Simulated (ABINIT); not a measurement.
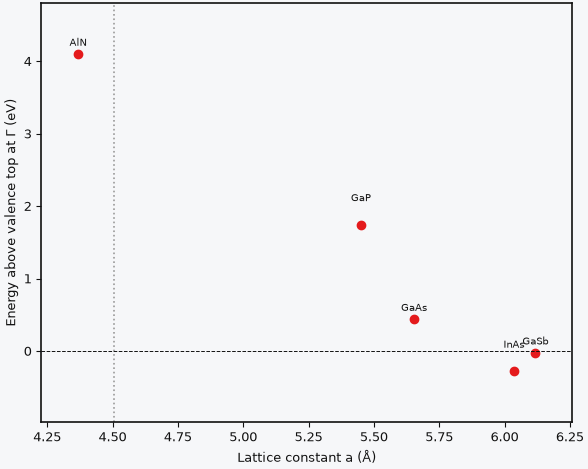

Lowest conduction level at Γ, counted from the valence-band top at Γ, for six zincblende crystals against the lattice constant, each in its database cell. A negative value at Γ means that the s-like level, then filled, lies under the p-like triplet: the bands are inverted and there is no gap. All by ABINIT with PBEsol, without spin-orbit coupling, no moments; potentials: JTH PAW PBE v2.0.

```
compound  a (Å)    k mesh  Γ (eV)  smallest gap found (eV)
     AlN  4.368  13×13×13    4.10                     3.25
     GaP  5.451  10×10×10    1.74                     1.48
    GaAs  5.654  10×10×10    0.44                     0.44
    InAs  6.036  10×10×10   −0.28                     none
    GaSb  6.118  10×10×10   −0.02                     none
```

GaN (a = 4.507 Å, dotted line) is left out. Estimate its value at Γ.

A straight line through the other values at Γ gives 3.76 eV. The run gives 1.66 eV at Γ, so the line misses by 2.10 eV: a straight line in the lattice constant doesn't capture this level.

Does the value at Γ follow the lattice constant?

Loosely: it tends to fall by about 1.9 eV per Å (correlation −0.88). More than one element changes from compound to compound, so size isn't the only cause. The lowest value is −0.28 eV (InAs) and the highest 4.10 eV (AlN).

The PAW data sets were made with another functional. Spin-orbit coupling is left out, which matters for Sb, In and As. LDA, GGA and most meta-GGA functionals understate gaps. The usual form of AlN is wurtzite. The usual form of GaN is wurtzite. GaP: measured GaP has its conduction bottom near X; the order of its valleys hangs on the functional and the volume. Measured InAs has a positive gap at its own volume; this functional understates it. Measured GaSb has a positive gap at its own volume; this functional understates it. The cells are as the databases list them, so they lie at different pressures for this functional. In AlN and GaP the smallest gap lies off the points plotted.
